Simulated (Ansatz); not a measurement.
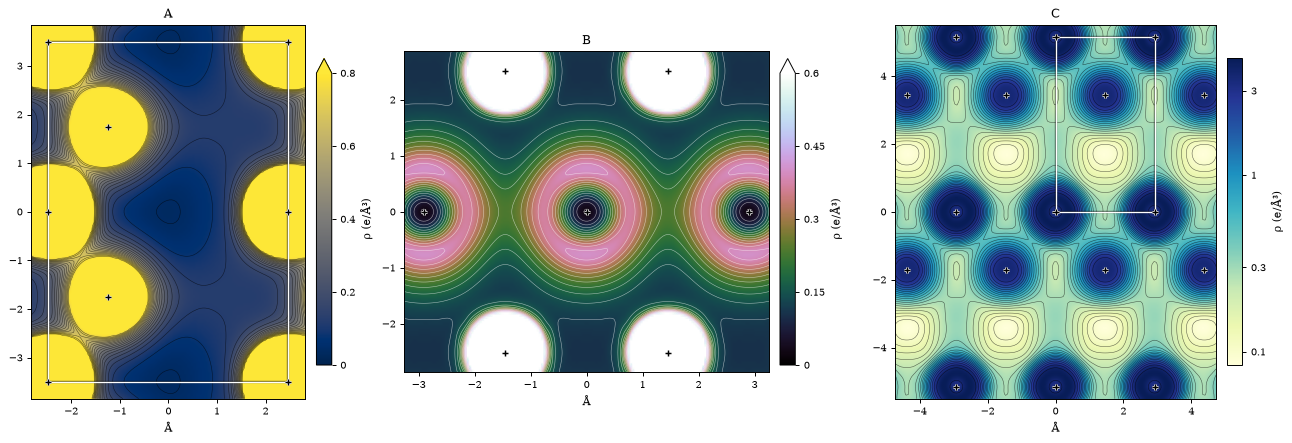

The valence electron density of 3 systems, each on a plane through atoms (crosses mark nuclei in the plane).

All numbers below come from Ansatz, Kohn-Sham DFT of a periodic cell, HSE06, Ansatz PAW.

System 1: HfN, the (011) plane of the conventional cell. Space group F-43m; a structure from a database of computed crystals, not necessarily the ambient phase; computed pressure about −6 GPa in this cell.

```
Hf N
1.0
     4.94216    0.00000    0.00000
     0.00000    0.00000   -4.94216
     0.00000    4.94216    0.00000
Hf N
4 4
Cartesian
  2.4711 0.0000 -2.4711
  0.0000 2.4711 -2.4711
  0.0000 0.0000 0.0000
  2.4711 2.4711 0.0000
  1.2355 1.2355 -3.7066
  3.7066 3.7066 -3.7066
  3.7066 1.2355 -1.2355
  1.2355 3.7066 -1.2355
```

System 2: TaN, the (110) plane of the conventional cell. Space group P-6m2; computed pressure about −16 GPa in this cell.

```
CELL_PARAMETERS angstrom
2.97666 0.00000 0.00000
-1.48833 2.57787 0.00000
0.00000 0.00000 2.92094
ATOMIC_POSITIONS crystal
Ta 0.00000 0.00000 0.50000
N 0.66667 0.33333 0.00000
```

System 3: MgSi, the (011) plane of the conventional cell. Space group P4/mmm; a structure from a database of computed crystals, not necessarily the ambient phase.

```cif
data_structure
_symmetry_space_group_name_H-M 'P 1'
_symmetry_Int_Tables_number 1
_cell_length_a 2.9084
_cell_length_b 2.9084
_cell_length_c 4.1034
_cell_angle_alpha 90.000
_cell_angle_beta 90.000
_cell_angle_gamma 90.000
_cell_volume 34.71
loop_
_atom_site_label
_atom_site_type_symbol
_atom_site_fract_x
_atom_site_fract_y
_atom_site_fract_z
_atom_site_occupancy
Si1 Si 0.50000 0.50000 0.50000 1
Mg1 Mg 0.00000 0.00000 0.00000 1
```

Which map belongs to which system?

Answer. Panel A is system 1, HfN: the plane holds Hf and N. Hf–N (2.14 Å): ρ is about 0.72 e/Å³ halfway. Panel B is system 3, MgSi: the plane holds Si and Mg. Mg–Si (2.90 Å): the density is about 0.18 e/Å³ at the midpoint, with its minimum of 0.13 e/Å³ about 1.1 Å from Mg. Panel C is system 2, TaN: the plane holds Ta and N. Ta–N (2.26 Å): ρ at the midpoint is about 0.51 e/Å³.
